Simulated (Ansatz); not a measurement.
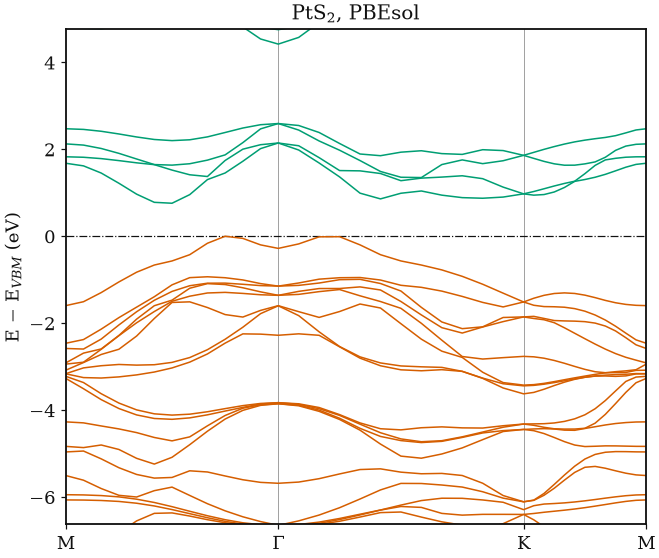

Band structure. Energies are counted from the top of the valence band.

The material is a (001) slab cut from PtS2 (P-3m1), ended by S planes, 6 atoms in the cell; a = 3.57 Å, b = 3.57 Å, c = 22.16 Å, α = 90.00°, β = 90.00°, γ = 120.00°.

Method: DFT PBEsol, scalar-relativistic, plane waves, PAW, no spin polarisation, 12×12×1 k mesh, 420 eV cutoff, Gaussian smearing of 0.05 eV (Ansatz).

Metal, semiconductor or insulator, and what is the gap?

The material is gapped. The gap along this path is 0.76 eV and indirect, from the valence-band top between M and Γ to the conduction-band bottom between M and Γ; the smallest direct gap is 1.19 eV, between Γ and K.

What are the direct gaps at K, M and Γ?

The direct gaps are 2.49 eV at K, 3.28 eV at M and 2.42 eV at Γ.

How much do the top valence band and the lowest conduction band disperse along the path?

The top valence band spans 1.6 eV and the lowest conduction band 1.4 eV.

Spin-orbit coupling is left out, which matters for Pt.
